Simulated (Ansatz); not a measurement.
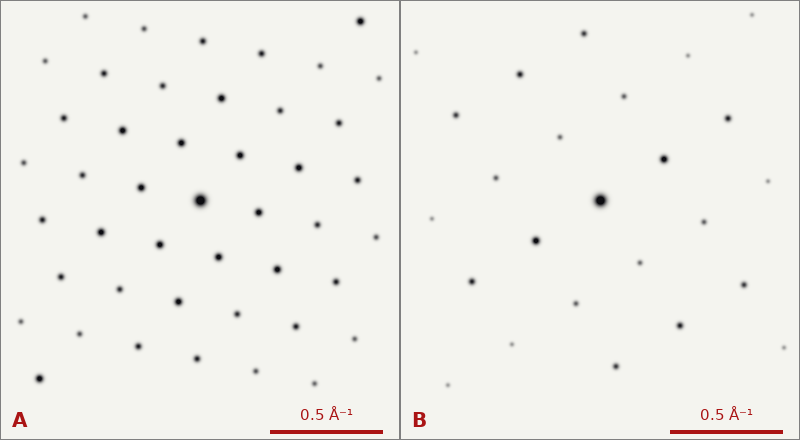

Kinematic electron diffraction patterns (300 kV, B = 0.5 Å², same scale, each along a low-index zone) of two structures of composition Hf3N, each relaxed at zero pressure with Ansatz, DFT PBE, scalar-relativistic, plane waves, PAW.

The structures (standard cells):
1. Pm-3n (No. 223), a = 5.235 Å, 8 atoms; generated start, possibly hypothetical
2. P6_3/mmc (No. 194), a = 5.968 Å, c = 5.855 Å (hexagonal axes), 8 atoms; generated start, possibly hypothetical

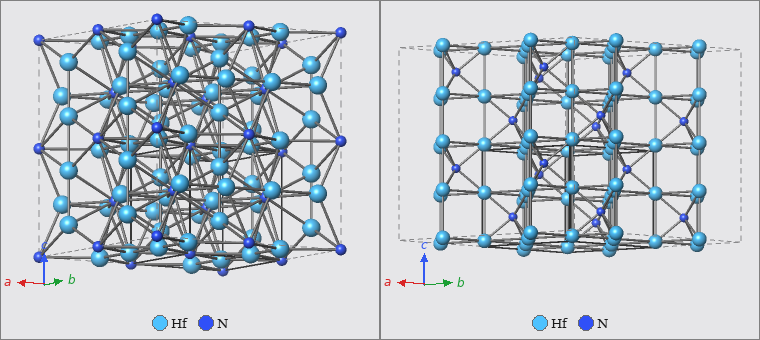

Drawings of the structures 1 to 2, from left to right (each may span several cells).

### Which pattern belongs to which structure, and along which zone?

A is structure 1 along [111] or an equivalent direction: hexagonal net of -1 1 0 at d = 3.70 Å and -1 0 1 at d = 3.70 Å, 60.0° apart. B is structure 2 along [210] or an equivalent direction: rectangular net (close to square) of 1 -2 0 at d = 2.98 Å and 0 0 2 at d = 2.93 Å, 90.0° apart (some points of this net are extinct or too weak to see).

### Which structure lies lowest at this level of theory, and by how much?

Structure 2 (P6_3/mmc, 22.58 Å³ an atom) is the lowest of these; structure 1 (Pm-3n, 17.93 Å³ an atom) lies about 550 meV an atom higher. These are static energies at 0 K; other structures, not shown, may lie lower still.
